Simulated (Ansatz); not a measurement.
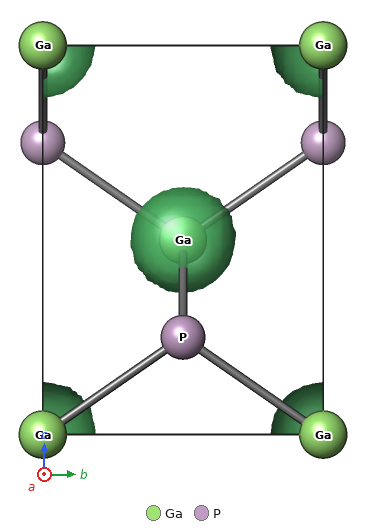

GaP. Isosurface of the valence pseudo-density at 1 e/Å³ (green), seen along the a axis. Sticks mark near contacts.

Space group I-4m2; changed on purpose from its base cell (in-plane strain +0.01, out-of-plane length and atoms relaxed by PAW).

Level of theory: Ansatz, DFT, LDA, PAW with Ansatz's default frozen-core files, scalar-relativistic; relaxation of cell and atoms.

The density is the valence pseudo-density of a PAW calculation; it isn't the true density close to the nuclei.

Q: What does this surface tell about the bonding?

A: At this value the density breaks into separate islands; it holds about 50 % of the electrons treated as valence (semicore included). It bridges none of the near contacts. It is pinched off along the sampled Ga–P (2.34 Å) contacts. On the grid the lowest density along these lines, outside the cores, is 0.54 e/Å³ (Ga–P, 2.34 Å).

Q: Does the calculation give a band gap?

A: It is gapped, with a Kohn–Sham gap of 1.3 eV on the k-point mesh (the band edges may lie off the mesh, which would make the gap smaller).
